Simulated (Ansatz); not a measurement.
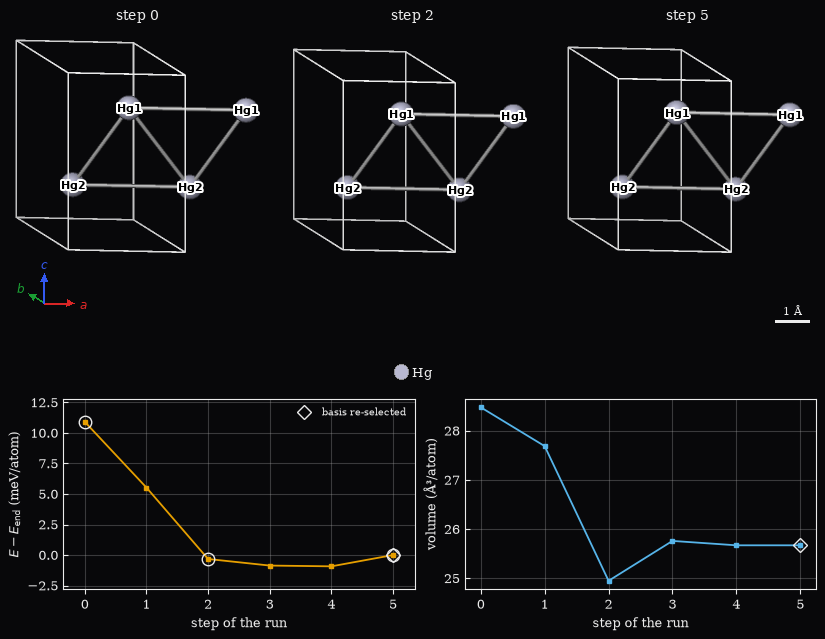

Frames of a relaxation of solid Hg (set up in P6_3/mmc), marked on the history of the run. A ball-and-stick model of the cell of the calculation, repeated 2 × 1 × 1 with one cell outlined, seen from a free direction.

Method: Ansatz 0.2.0, DFT PBE+D3(BJ), scalar-relativistic, plane waves, PAW.

The input:
```yaml
crystal:
  lattice:
    - [3.4618096384, 0.0, 0.0]
    - [-1.7309048192, 2.9980150899, 0.0]
    - [0.0, 0.0, 5.48754828]
  atoms:
    - { symbol: Hg, position: [0.66666667, 0.33333333, 0.75] }
    - { symbol: Hg, position: [0.33333333, 0.66666667, 0.25] }
basis:
  ecutwfc: 420
kpoints:
  mp_grid: { grid: [12, 12, 8] }
hamiltonian:
  xc: pbe
  dispersion: d3bj
scf:
  occupations: { method: gaussian, width: 0.1 }
output:
  forces: true
  stress: true
  eigenvalues: true
relax:
  adjacent_minimum: "off"
  f_tol: 0.005
  max_steps: 80
  cell: { stress_tol: 0.05 }
```

Run as
```bash
ansatz run input.yaml --threads 1 --pin off --max-ram 2560MiB --backend cpu --events-out ev --progress --plain --runs-dir out
```

Question: Describe the path.

Answer: The atoms keep their places relative to the cell (all moves are under 0.005 Å). Cell: a = b 3.462 → 3.343 Å (−3.4 %), c 5.488 → 5.306 Å (−3.3 %). Volume −9.9 %. Among the contacts that change: Hg1–Hg1 3.462 → 3.343 Å, Hg1–Hg2 3.395 → 3.281 Å. The space group stays P6_3/mmc (No. 194). After 4 accepted moves (5 points after the start) the energy has fallen by 10.9 meV per atom. All forces vanish by symmetry, so only the cell relaxes. The pressure goes from −1.15 to −0.02 GPa. At 1 point the geometry stayed and the basis and grid were re-selected for the new cell (energy shift of 0.9 meV per atom at most each time). From step 0 to 2: volume −12.4 %, energy −11.2 meV per atom. From step 2 to 5: volume +2.9 %, energy +0.3 meV per atom.
